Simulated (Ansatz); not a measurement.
## Al: a changed input and its effect

System: Al (4 atoms in the cell).
Method of run A: Kohn-Sham DFT of a periodic cell, LDA, Ansatz PAW, no spin polarisation (Ansatz 0.2.0).

The structure derives from a Materials Project entry. Text and figures count atoms from 1; the logs count them from 0 in places.

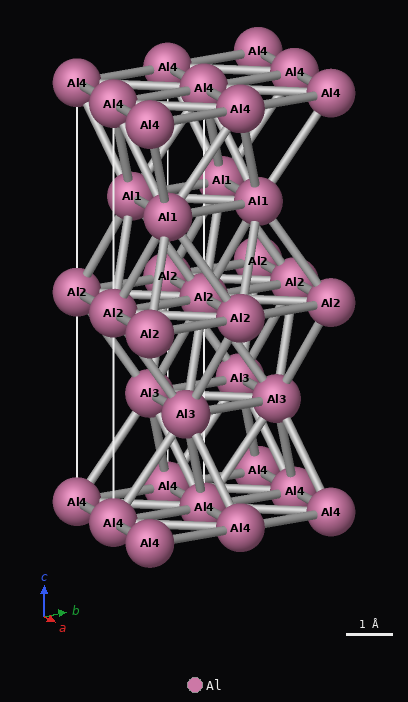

Figure 1. The input geometry (ball-and-stick view of the cell of the calculation, repeated 2 × 2 × 1, seen slightly off an axis; atoms are numbered from 1 in the order of the input). An atom can appear more than once, as a periodic image. Near neighbours in the periodic cell (some may lie outside the picture): Al has 12 Al at 2.85 to 2.86 Å.

Input file, run A:
```yaml
crystal:
  lattice:
    - [2.8642796724, 0.0, 0.0]
    - [-1.4321398362, 2.4805389598, 0.0]
    - [0.0, 0.0, 9.3068752623]
  atoms:
    - { symbol: Al, position: [0.6666666667, 0.3333333333, 0.75] }
    - { symbol: Al, position: [0.0, 0.0, 0.5] }
    - { symbol: Al, position: [0.3333333333, 0.6666666667, 0.25] }
    - { symbol: Al, position: [0.0, 0.0, 0.0] }
hamiltonian:
  xc: lda
  pseudopotentials: { kind: paw }
kpoints:
  mp_grid: { grid: [11, 11, 3] }
scf:
  occupations: { method: fermi_dirac, width: 0.05 }
output:
  forces: true
  stress: true
  eigenvalues: true
  write_density: true
  write_potential: true
  elf: true
  volumetric_format: npy
```

Command:
```bash
ansatz run input.yaml --threads 2 --pin off --max-ram 5632MiB --backend cpu --events-out ev --progress --plain --runs-dir out
```

Hardware: 2 threads of Arm Neoverse V1, 24 GiB of memory available, shared host.

Output, shortened to warnings, some set-up lines, iterations and results (run A):
```
Basis set: ecut = 420 eV, 1291 PW (Γ)
Symmetry: 24 space group operations
k-points: 32 of 363
Initial density: superposition of atomic densities (neutral atoms: chi_scale 0, normalization atom), corrected by the library's trained network
[...]
SCF iter   1: F=—  HF=-2051.479724 eV  |F-HF|=—  |Δ(HF+E_count)|=         —  Δρ=3.68e-3  dr2=9.36e-3  ethr=1.77e-3  ⟨swp⟩=7.5  Hψ=2807  notcnv=0
SCF iter   2: F=—  HF=-2051.477594 eV  |F-HF|=—  |Δ(HF+E_count)|=   2.13e-3  Δρ=2.28e-3  dr2=3.74e-3  ethr=7.80e-5  ⟨swp⟩=1.0  Hψ=577  notcnv=0
SCF iter   3: F=—  HF=-2051.476094 eV  |F-HF|=—  |Δ(HF+E_count)|=   1.50e-3  Δρ=1.65e-4  dr2=2.36e-5  ethr=3.11e-5  ⟨swp⟩=2.0  Hψ=504  notcnv=0
SCF iter   4: F=—  HF=-2051.476090 eV  |F-HF|=—  |Δ(HF+E_count)|=   4.06e-6  Δρ=6.48e-5  dr2=1.25e-5  ethr=1.97e-7  ⟨swp⟩=2.0  Hψ=457  notcnv=0
SCF iter   5: F=—  HF=-2051.476087 eV  |F-HF|=—  |Δ(HF+E_count)|=   3.19e-6  Δρ=1.88e-5  dr2=8.43e-7  ethr=1.04e-7  ⟨swp⟩=2.0  Hψ=453  notcnv=0
SCF iter   6: F=-2051.476087 eV  HF=-2051.476087 eV  |F-HF|=1.31e-8  |Δ(HF+E_count)|=   2.10e-7  Δρ=3.01e-6  dr2=1.73e-8  ethr=8.33e-10  ⟨swp⟩=9.1  Hψ=2293  notcnv=0
SCF 1 converged in 6 iterations: F = -2051.476087 eV  dr2 = 1.73e-8
SCF converged after 6 iterations
Free energy (F): -2051.476087 eV
Harris-Foulkes:  -2051.476087 eV  (|F-HF|=1.31e-8)
Internal energy: -2051.464727 eV  (E = F + TS)
E sigma→0 (E₀):  -2051.470407 eV
Entropy (-TS):   -0.011360 eV (-2.840 meV/atom)
Fermi energy:    7.710651 eV
--- Per-component energies (eV) ---
  E_band       = 39.806691
  E_kinetic    = 91.106037
  E_local      = 36.873251  (includes V_loc(G=0)·N_el)
  E_nonlocal   = 44.018503
  E_hartree    = 0.387933
  E_xc         = -157.271025
  E_vxc        = -117.083872  (∫ρ·V_xc dr)
  E_paw        = -1772.934840  (= ΣΔE_a)
  E_vpaw       = -15.883111  (= ΣTr[D̂ρ^β])
  E_aug_tail   = -0.000016  (compensation charges beyond the density's cutoff)
  E_ewald      = -293.867435
  E_core_change = 0.222866  (= ΣΔE_core)
  E_smearing   = -0.011360  (= −TS)
  E_closure    = 0.000000  (closes the sum)
  Σ components = -2051.476087   (vs F -2051.476087, Δ=0.00e0)
--- Forces (eV/Å), atoms counted from 1 ---
  atom   1  Al     0.00000000     0.00000000     0.00000000
  atom   2  Al    -0.00000000     0.00000000    -0.00000000
  atom   3  Al    -0.00000000    -0.00000000     0.00000000
  atom   4  Al     0.00000000     0.00000000     0.00000000
  max |Σ_I F_I| component: 4.57e-32 eV/Å
--- Stress (GPa, compression-positive) ---
       -3.481679       0.000000      -0.000000
        0.000000      -3.481679       0.000000
       -0.000000       0.000000      -1.899503
  P = ⅓ Tr σ = -2.9543 GPa (-29.543 kbar)
```

The input of run B differs as follows (lines with − go, lines with + come):
```diff
-    - [2.8642796724, 0.0, 0.0]
-    - [-1.4321398362, 2.4805389598, 0.0]
-    - [0.0, 0.0, 9.3068752623]
+    - [2.8457999342, 0.0, 0.0]
+    - [-1.4228999671, 2.4645350371, 0.0]
+    - [0.0, 0.0, 9.2468292341]
```

What does this change do to the results?

With the same functional and potentials, run B lies 4.5 meV per atom lower. The pressure goes from −2.95 to −1.56 GPa. The volume per atom goes from 16.53 to 16.21 Å³. The cell is scaled evenly with the atoms at fixed fractional positions, so −ΔP/Δ ln V estimates the bulk modulus midway between the two volumes: about 72 GPa. The number of SCF iterations is the same. The plane waves at Γ go from 1291 to 1267.

Output, shortened to warnings, some set-up lines, iterations and results (run B):
```
Basis set: ecut = 420 eV, 1267 PW (Γ)
Symmetry: 24 space group operations
k-points: 32 of 363
Initial density: superposition of atomic densities (neutral atoms: chi_scale 0, normalization atom), corrected by the library's trained network
[...]
SCF iter   1: F=—  HF=-2051.497870 eV  |F-HF|=—  |Δ(HF+E_count)|=         —  Δρ=3.78e-3  dr2=9.65e-3  ethr=1.77e-3  ⟨swp⟩=7.7  Hψ=2819  notcnv=0
SCF iter   2: F=—  HF=-2051.495608 eV  |F-HF|=—  |Δ(HF+E_count)|=   2.26e-3  Δρ=2.33e-3  dr2=3.84e-3  ethr=8.04e-5  ⟨swp⟩=1.0  Hψ=576  notcnv=0
SCF iter   3: F=—  HF=-2051.494054 eV  |F-HF|=—  |Δ(HF+E_count)|=   1.55e-3  Δρ=1.73e-4  dr2=2.56e-5  ethr=3.20e-5  ⟨swp⟩=2.0  Hψ=504  notcnv=0
SCF iter   4: F=—  HF=-2051.494048 eV  |F-HF|=—  |Δ(HF+E_count)|=   5.84e-6  Δρ=6.65e-5  dr2=1.27e-5  ethr=2.13e-7  ⟨swp⟩=2.0  Hψ=457  notcnv=0
SCF iter   5: F=—  HF=-2051.494045 eV  |F-HF|=—  |Δ(HF+E_count)|=   3.27e-6  Δρ=1.95e-5  dr2=8.78e-7  ethr=1.06e-7  ⟨swp⟩=2.0  Hψ=453  notcnv=0
SCF iter   6: F=-2051.494044 eV  HF=-2051.494044 eV  |F-HF|=1.45e-8  |Δ(HF+E_count)|=   2.20e-7  Δρ=3.17e-6  dr2=1.89e-8  ethr=8.33e-10  ⟨swp⟩=9.1  Hψ=2280  notcnv=0
SCF 1 converged in 6 iterations: F = -2051.494044 eV  dr2 = 1.89e-8
SCF converged after 6 iterations
Free energy (F): -2051.494044 eV
Harris-Foulkes:  -2051.494044 eV  (|F-HF|=1.45e-8)
Internal energy: -2051.482085 eV  (E = F + TS)
E sigma→0 (E₀):  -2051.488065 eV
Entropy (-TS):   -0.011959 eV (-2.990 meV/atom)
Fermi energy:    7.915856 eV
--- Per-component energies (eV) ---
  E_band       = 41.591409
  E_kinetic    = 92.285596
  E_local      = 38.101124  (includes V_loc(G=0)·N_el)
  E_nonlocal   = 44.158917
  E_hartree    = 0.397957
  E_xc         = -157.794560
  E_vxc        = -117.743546  (∫ρ·V_xc dr)
  E_paw        = -1773.078250  (= ΣΔE_a)
  E_vpaw       = -16.006614  (= ΣTr[D̂ρ^β])
  E_aug_tail   = -0.000016  (compensation charges beyond the density's cutoff)
  E_ewald      = -295.775719
  E_core_change = 0.222866  (= ΣΔE_core)
  E_smearing   = -0.011959  (= −TS)
  E_closure    = -0.000000  (closes the sum)
  Σ components = -2051.494044   (vs F -2051.494044, Δ=0.00e0)
--- Forces (eV/Å), atoms counted from 1 ---
  atom   1  Al    -0.00000000     0.00000000     0.00000000
  atom   2  Al     0.00000000     0.00000000     0.00000000
  atom   3  Al    -0.00000000    -0.00000000     0.00000000
  atom   4  Al    -0.00000000     0.00000000     0.00000000
  max |Σ_I F_I| component: 1.39e-17 eV/Å
--- Stress (GPa, compression-positive) ---
       -2.155670      -0.000000       0.000000
       -0.000000      -2.155670       0.000000
        0.000000       0.000000      -0.360386
  P = ⅓ Tr σ = -1.5572 GPa (-15.572 kbar)
```

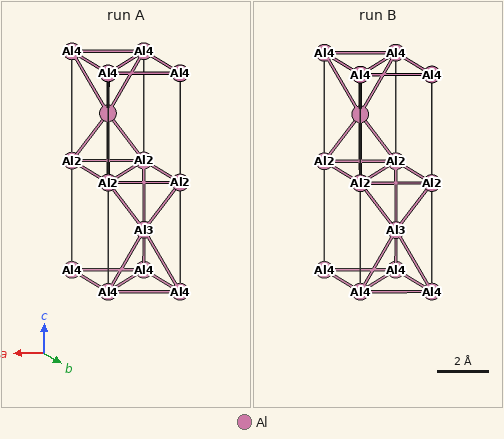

Figure 2. The two input geometries at one scale (ball-and-stick view of the cell of the calculation, seen at an oblique angle). No atom moves by more than 0.005 Å relative to the cell. The volume changes by −1.9 %, with a = b 2.864 → 2.846 Å (−0.6 %), c 9.307 → 9.247 Å (−0.6 %). Among the contacts that change: Al–Al 2.864 → 2.846 Å.

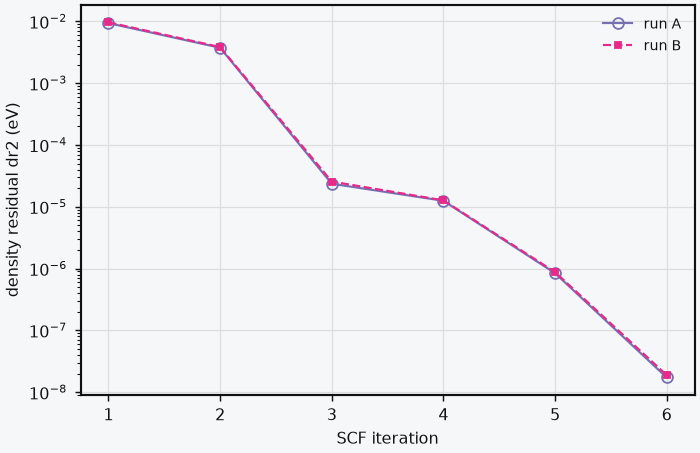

Figure 3. Convergence of the two runs: density residual dr2 against the SCF iteration. Run A takes 6 iterations in all, and run B takes 6.

The two runs side by side:

```csv
quantity,run A,run B
outcome,converged,converged
free energy per atom (eV),−512.8690,−512.8735
"energy per atom, smearing taken to zero (eV)",−512.8676,−512.8720
gap on the mesh (eV),0.00,0.00
pressure (GPa),−2.95,−1.56
volume per atom (Å³),16.53,16.21
largest force (eV/Å),0.000,0.000
SCF iterations,6,6
irreducible k-points,32,32
plane waves at Γ,1291,1267
wall time (shared host),1.6 s,2.1 s
```
